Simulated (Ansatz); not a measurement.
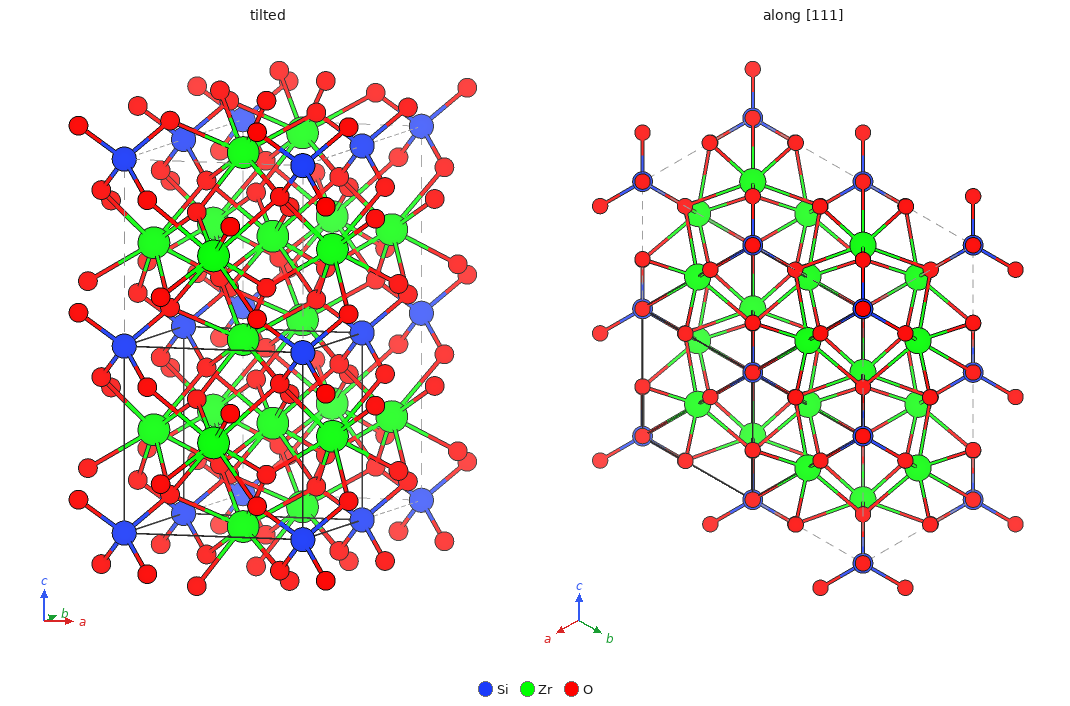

Ball-and-stick drawing of the structure, looking slightly off an axis and along [111]. The solid frame is a single conventional unit cell within a 1×2×2 block. Some neighbours outside the box are added.

Explain the picture.

The solid is Zr$_{3}$SiO$_{8}$. The structure has P-43m (No. 215) symmetry and a primitive cubic lattice. Cell content 3 Zr, 1 Si, 8 O; Z = 1. Each Si atom is coordinated by four O in a tetrahedral arrangement. Each Zr has eight O. O takes two kinds of site: 4e with three Zr in a trigonal planar arrangement; 4e with three Zr and one Si in a distorted tetrahedral arrangement. Not all metal-metal contacts are counted. The bonds build a three-dimensional framework.

The model was built from a structure listed in the Materials Project, with elements exchanged, so it need not be a known form of the compound. The picture shows the end point of a geometry optimisation with DFT PBE, scalar-relativistic, plane waves, PAW (Ansatz 0.2.0).
